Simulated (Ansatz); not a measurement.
## Geometry relaxation of Ta

The run: geometry relaxation of Ta (slab, 3 atoms in the cell). Method and program: DFT LDA, scalar-relativistic, plane waves, PAW, no spin polarisation (Ansatz 0.2.0).

The structure derives from an entry of the Crystallography Open Database. The input holds or restrains some coordinates. Forces given for the steps count only the free coordinates. Figures and captions count atoms from 1; the log counts them from 0 in places.

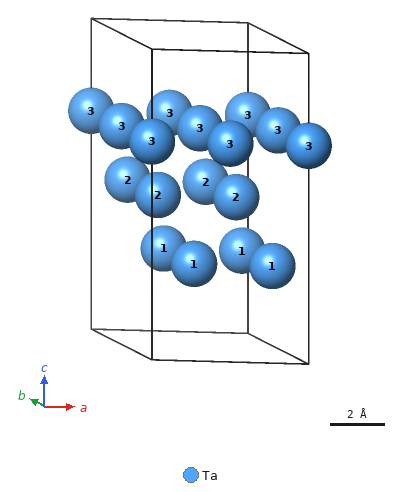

*The starting structure (spheres-only view of the 2 × 2 repeat of the cell, with the vacuum cut short, seen slightly off an axis; atoms are numbered from 1 in the order of the input). An atom can appear more than once, as a periodic image.*

## The input
```yaml
crystal:
  lattice:
    - [2.9275298913, 0.0, 0.0]
    - [-1.4637649457, 2.5353152562, 0.0]
    - [0.0, 0.0, 18.7806362936]
  atoms:
    - { symbol: Ta, position: [0.6666666667, 0.3333333333, 0.3727243258] }
    - { symbol: Ta, position: [0.3333333333, 0.6666666667, 0.5] }
    - { symbol: Ta, position: [0.0, 0.0, 0.6272756742] }
basis:
  ecutwfc: 420
kpoints:
  mp_grid: { grid: [12, 12, 1] }
hamiltonian:
  xc: lda
scf:
  occupations: { method: gaussian, width: 0.1 }
output:
  forces: true
  eigenvalues: true
relax:
  adjacent_minimum: "off"
  f_tol: 0.03
  max_steps: 50
  constraints: [{ sites: [0] }]
efield:
  axis: 3
  dipole_correction: true
  ramp_width: 0.04
```

Launch command:
```bash
ansatz run input.yaml --threads 1 --pin off --max-ram 3072MiB --backend cpu --events-out ev --progress --plain --runs-dir out
```

## Output
```
Engine: ansatz 0.2.0, aarch64-unknown-linux-gnu
Pseudopotentials: kind: paw
Pseudopotential: Ta, paw, valence charge 13, recommended cutoff 420 eV (normal), Ta.paw.azcp
Functional definition: SPW92
  exchange = slater_x
  correlation = pw_c
Crystal: 3 atoms, lattice volume = 139.394 Å³
Basis set: ecut = 420 eV, 2703 PW (Γ)
Bands: 24, of which v1, the nominal top of the filled ones, is band 20 counted from 1 (19 counted from 0)
Symmetry: 6 space group operations
k-points: 19 of 144 (time reversal used)
Non-local potential: Ta, projectors of the file, l = 0: 3, l = 1: 2, l = 2: 2, l = 3: 1
PAW form: soft (Blöchl's): semilocal exchange-correlation on the pseudo side does not see the compensation charge
PAW frozen core: Ta, regenerated for the run's functional, and the local potential with it (the file was generated under x = pbe(κ = 0.804, μ = 0.2195149727645171), c = pbe(β = 0.06672455060314922))
PAW one-centre angular grid: Ta, 590 points (default); XC on 64 Gauss nodes
Initial density: superposition of atomic densities (neutral atoms: chi_scale 0, normalization atom), corrected by the library's trained network
Initial wavefunctions: pseudopotential atomic-orbital guess
Functional: x = slater, c = lda
SCF iter   1: F=—  HF=-29044.530802 eV  |F-HF|=—  |Δ(HF+E_count)|=         —  Δρ=4.66e-3  dr2=7.53e-2  ethr=1.77e-3  p=0.000 e·Å  D=3.24e-14 V/Å  ΔV_dip=-0.00 eV  dr2_dipole=1.19e-5  V_vac-E_F(+/−)=5.21/5.21 eV  ⟨swp⟩=6.5  Hψ=2248  notcnv=0
efield: sawtooth ramp at fractional position 0.9800 (placed from the atoms, in the widest stretch of the axis that holds none; the zero of the levels goes with the place), width 0.0400; the density the first Hamiltonian is built on has a dipole p = 0.000 e·Å; the dipole correction subtracts the counter field D = 3.24e-14 V/Å, which shifts the + side's vacuum level by -0.00 eV against the − side's; the planar-averaged density in the ramp window peaks in size at 8.2e-5 e/Å³
preconditioner: auto → LDOS  [metal: Δε(μ)=0.056 eV  Ē_g=3.520 eV  σ=0.100 eV  W_gap=0.31  n_scr=12 (ndim 8)  ℏωp=12.2 eV  f_vac=0.515  D(μ)=4.90/eV (n_scr^D=32)  β→1.0]
SCF iter   2: F=—  HF=-29044.521654 eV  |F-HF|=—  |Δ(HF+E_count)|=   9.15e-3  Δρ=1.30e-3  dr2=2.46e-3  ethr=1.93e-4  p=0.000 e·Å  D=4.06e-5 V/Å  ΔV_dip=-0.00 eV  dr2_dipole=1.49e-5  V_vac-E_F(+/−)=5.12/5.12 eV  ⟨swp⟩=2.1  Hψ=727  notcnv=0
SCF iter   3: F=—  HF=-29044.521690 eV  |F-HF|=—  |Δ(HF+E_count)|=   3.61e-5  Δρ=4.85e-4  dr2=6.74e-4  ethr=6.31e-6  p=-0.000 e·Å  D=-1.76e-5 V/Å  ΔV_dip=0.00 eV  dr2_dipole=4.26e-8  V_vac-E_F(+/−)=5.05/5.05 eV  ⟨swp⟩=2.6  Hψ=790  notcnv=0
SCF iter   4: F=—  HF=-29044.521568 eV  |F-HF|=—  |Δ(HF+E_count)|=   1.22e-4  Δρ=1.41e-4  dr2=4.24e-5  ethr=1.73e-6  p=0.000 e·Å  D=3.07e-7 V/Å  ΔV_dip=-0.00 eV  dr2_dipole=1.46e-8  V_vac-E_F(+/−)=5.02/5.02 eV  ⟨swp⟩=2.3  Hψ=651  notcnv=0
iter 5 did not close the SCF: its close was put off for the readings that it lacked (scf_convergence_deferred on its scf_iter line)
SCF iter   5: F=-29044.521555 eV  HF=-29044.521561 eV  |F-HF|=5.94e-6  |Δ(HF+E_count)|=   7.42e-6  Δρ=3.54e-5  dr2=7.86e-6  ethr=1.09e-7  p=0.000 e·Å  D=4.79e-7 V/Å  ΔV_dip=-0.00 eV  dr2_dipole=1.08e-8  V_vac-E_F(+/−)=5.00/5.00 eV  ⟨swp⟩=2.6  Hψ=638  notcnv=0
SCF iter   6: F=-29044.521560 eV  HF=-29044.521561 eV  |F-HF|=3.92e-7  |Δ(HF+E_count)|=   1.22e-7  Δρ=1.14e-5  dr2=5.51e-7  ethr=2.01e-8  p=-0.000 e·Å  D=-2.92e-6 V/Å  ΔV_dip=0.00 eV  dr2_dipole=2.86e-9  V_vac-E_F(+/−)=5.00/5.00 eV  ⟨swp⟩=6.8  Hψ=2232  notcnv=0
SCF 1 converged in 6 iterations: F = -29044.521560 eV  dr2 = 5.51e-7
  greatest PAW one-centre occupation: 1.000 electrons in one spin orbital (limit 2), on the Ta atom at site 1 (counted from 0), in its partial waves of l = 0
relax step   1: F+E_penalty+E_count = -29044.52156015 eV  Δ(F+E_penalty+E_count) = +0.000e0 eV  max|allowed force component| = 2.819e-2 eV/Å  Δτ_max = 0.0000 Å  (6 SCF iters, dr2 threshold 2.25e-5 eV, accepted)
Initial density: handed on by an earlier stage of this run
Initial wavefunctions: those handed on with the density
iter 1 solved again at ethr=1.42e-9 eV; its pass at ethr=3.10e-3 eV (dr2=5.52e-7 eV) is discarded
SCF iter   1: F=—  HF=-29044.521561 eV  |F-HF|=—  |Δ(HF+E_count)|=         —  Δρ=1.15e-5  dr2=5.52e-7  ethr=1.42e-9  p=-0.000 e·Å  D=-2.92e-6 V/Å  ΔV_dip=0.00 eV  dr2_dipole=2.92e-9  V_vac-E_F(+/−)=5.00/5.00 eV  ⟨swp⟩=1.0  Hψ=1368  notcnv=0
efield: sawtooth ramp at fractional position 0.9800 (handed on by an earlier solve), width 0.0400; the density the first Hamiltonian is built on has a dipole p = -0.000 e·Å; the dipole correction subtracts the counter field D = -2.92e-6 V/Å, which shifts the + side's vacuum level by +0.00 eV against the − side's; the planar-averaged density in the ramp window peaks in size at 1.4e-5 e/Å³
preconditioner: auto → LDOS  [metal: Δε(μ)=0.060 eV  Ē_g=3.522 eV  σ=0.100 eV  W_gap=0.33  n_scr=12 (ndim 8)  ℏωp=12.2 eV  f_vac=0.515  D(μ)=4.85/eV (n_scr^D=32)  β→1.0]
SCF iter   2: F=—  HF=-29044.521561 eV  |F-HF|=—  |Δ(HF+E_count)|=   8.32e-9  Δρ=8.06e-6  dr2=4.13e-7  ethr=1.42e-9  p=0.000 e·Å  D=3.22e-6 V/Å  ΔV_dip=-0.00 eV  dr2_dipole=5.92e-9  V_vac-E_F(+/−)=5.00/5.00 eV  ⟨swp⟩=2.0  Hψ=752  notcnv=0
SCF iter   3: F=-29044.521561 eV  HF=-29044.521561 eV  |F-HF|=5.70e-9  |Δ(HF+E_count)|=   4.42e-8  Δρ=2.17e-6  dr2=1.55e-8  ethr=2.56e-10  p=-0.000 e·Å  D=-5.84e-7 V/Å  ΔV_dip=0.00 eV  dr2_dipole=2.64e-10  V_vac-E_F(+/−)=5.00/5.00 eV  ⟨swp⟩=3.9  Hψ=2002  notcnv=0
SCF 2 converged in 3 iterations: F = -29044.521561 eV  dr2 = 1.55e-8
relax step   2: F+E_penalty+E_count = -29044.52156050 eV  Δ(F+E_penalty+E_count) = -3.500e-7 eV  max|allowed force component| = 2.791e-2 eV/Å  Δτ_max = 0.0000 Å  (3 SCF iters, accepted)
```

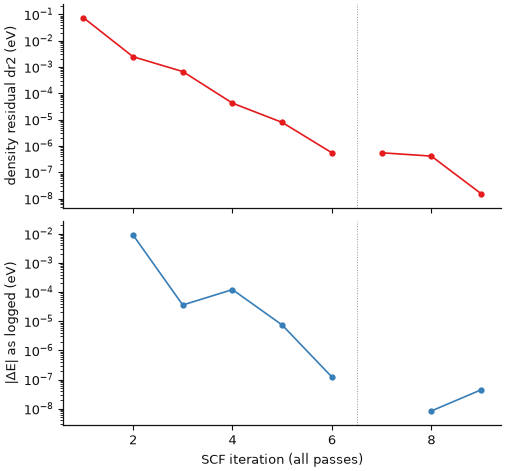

*Convergence of the self-consistent field: density residual dr2 and size of the energy change against the SCF iteration. The dotted lines part the SCF passes of the relaxation: geometry steps, rejected trials and re-solves on a re-selected basis.*

The passes take 6 and 3 iterations.

```
SCF converged after 3 iterations
Free energy (F): -29044.521561 eV
Harris-Foulkes:  -29044.521561 eV  (|F-HF|=5.70e-9)
Internal energy: -29044.497297 eV  (E = F + TS)
E sigma→0 (E₀):  -29044.509429 eV
Entropy (-TS):   -0.024264 eV (-8.088 meV/atom)
Fermi energy:    4.346265 eV
Dipole field:    D = 0.000026 V/Å  (p = 0.000020 e·Å, saw-weighted, corrected)
Work function:   Φ+ = 4.9999 eV   Φ− = 5.0004 eV
Levels:          The Fermi level and band energies are counted from a zero that moves with the ramp; work functions are not
--- Per-component energies (eV) ---
  E_band       = -881.611765
  E_kinetic    = 1093.761366
  E_local      = -24766.990875  (includes V_loc(G=0)·N_el)
  E_nonlocal   = 61.627199
  E_hartree    = 11844.898408
  E_xc         = -646.672903
  E_vxc        = -607.296839  (∫ρ·V_xc dr)
  E_paw        = -24445.717567  (= ΣΔE_a)
  E_vpaw       = -352.494324  (= ΣTr[D̂ρ^β])
  E_aug_tail   = 0.000438  (compensation charges beyond the density's cutoff)
  E_efield     = 0.000000  (sawtooth field / dipole correction)
  E_vefield    = 0.000000  (∫n·V_field dr)
  E_ewald      = 7813.819927
  E_core_change = 0.776708  (= ΣΔE_core)
  E_smearing   = -0.024264  (= −TS)
  E_closure    = -0.000000  (closes the sum)
  Σ components = -29044.521561   (vs F -29044.521561, Δ=0.00e0)
--- Forces (eV/Å), atoms counted from 1 ---
  atom   1  Ta    -0.00000000    -0.00000000     0.02786872
  atom   2  Ta     0.00000000     0.00000000     0.00002094
  atom   3  Ta    -0.00000000     0.00000000    -0.02791009
  max |Σ_I F_I| component: 2.04e-5 eV/Å
--- Band table (eV; the first three rows and the last of 19) ---
  k-point 0: bands = ["-63.2733", "-63.2586", "-63.1494", "-30.2502", "-29.8830", "-29.3769", "-29.2970", "-29.2970", "-29.2527", "-29.2527", "-29.1793", "-29.1793", "-3.2767", "-1.6386", "-0.6520", "3.6065", "4.0967", "4.2163", "4.6529", "4.6529", "4.9901", "4.9901", "5.0246", "5.1819"]
  k-point 1: bands = ["-63.2675", "-63.2536", "-63.1452", "-30.2305", "-29.8807", "-29.4089", "-29.3573", "-29.3157", "-29.2908", "-29.2677", "-29.2414", "-29.1907", "-3.0196", "-1.3789", "-0.3761", "3.5081", "3.9558", "4.2556", "4.2619", "4.8604", "4.8839", "4.9402", "5.0410", "5.1602"]
  k-point 2: bands = ["-63.2517", "-63.2399", "-63.1335", "-30.1769", "-29.8845", "-29.5565", "-29.5120", "-29.4029", "-29.3656", "-29.3334", "-29.3084", "-29.2227", "-2.3097", "-0.6895", "0.3561", "3.1019", "3.4125", "3.7012", "4.2409", "4.3847", "4.7731", "5.1793", "5.5235", "5.5496"]
  k-point 18: bands = ["-63.1739", "-63.1739", "-63.0785", "-30.0428", "-30.0416", "-30.0416", "-29.9072", "-29.8681", "-29.8681", "-29.6009", "-29.6009", "-29.4566", "1.7995", "1.8021", "1.8021", "2.6346", "2.6346", "3.8220", "4.1462", "4.1462", "4.1727", "4.2356", "6.6941", "6.6941"]
--- Relaxed structure (2 steps of the walk, 2 accepted, 0 SCFs on fresh bases) ---
  F+E_penalty+E_count = -29044.52156050 eV   max|allowed force component| = 2.791e-2 eV/Å
  atoms:
    - { symbol: Ta, position: [0.6666666666666665, 0.33333333333333326, 0.3727243257999999] }
    - { symbol: Ta, position: [0.33333333333333326, 0.6666666666666666, 0.4999999999999999] }
    - { symbol: Ta, position: [0.0, 0.0, 0.6272756741999999] }
```

## Trajectory as extended XYZ (Å, eV, eV/Å), 2 frames, from step=1 to step=2
```
3
Lattice="2.9275 0.0000 0.0000 -1.4638 2.5353 0.0000 0.0000 0.0000 18.7806" Properties=species:S:1:pos:R:3:forces:R:3 step=1 energy=-29044.52156
Ta    1.4638    0.8451    7.0000    0.0000   0.0000   0.0280
Ta    0.0000    1.6902    9.3903    0.0000   0.0000   0.0001
Ta    0.0000    0.0000   11.7806    0.0000   0.0000  -0.0282
3
Lattice="2.9275 0.0000 0.0000 -1.4638 2.5353 0.0000 0.0000 0.0000 18.7806" Properties=species:S:1:pos:R:3:forces:R:3 step=2 energy=-29044.52156
Ta    1.4638    0.8451    7.0000    0.0000   0.0000   0.0279
Ta    0.0000    1.6902    9.3903    0.0000   0.0000   0.0000
Ta    0.0000    0.0000   11.7806    0.0000   0.0000  -0.0279
```

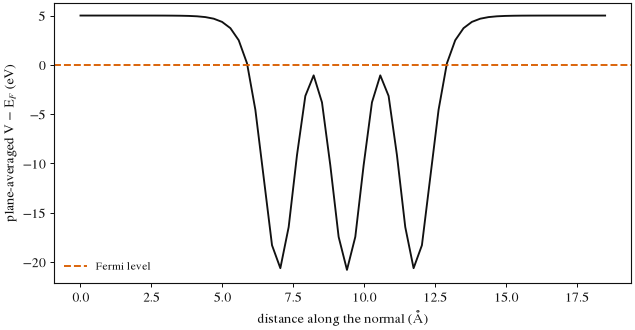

*Plane average of the electrostatic potential energy of an electron across the cell, from the Fermi level.*

The vacuum level lies 5.00 eV above the Fermi level.

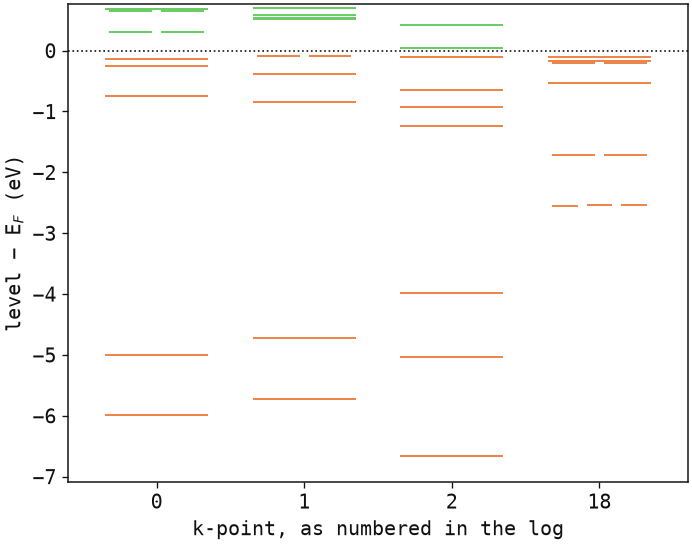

*Kohn–Sham levels near the Fermi level (dotted) at the few k-points that the log prints; levels within 0.02 eV of each other stand side by side.*

The system is metallic on the full mesh.

## Summary

```csv
quantity,value
outcome,converged under the restraints of the input
electrons treated,39
free energy,−29044.5216 eV
"work function, top face",5.00 eV
"work function, bottom face",5.00 eV
Fermi energy,4.346 eV
gap on the k-point mesh,none (metallic)
final volume,139.39 Å³
work function (upper face),5.00 eV
"largest force (length of the vector) at the end, held atoms and coordinates included",0.028 eV/Å
hardware,"1 thread of Arm Neoverse V1, 24 GiB of memory available, shared host"
wall time,11 s
peak memory,0.33 GiB
```

Spin–orbit coupling is left out, which matters for Ta.
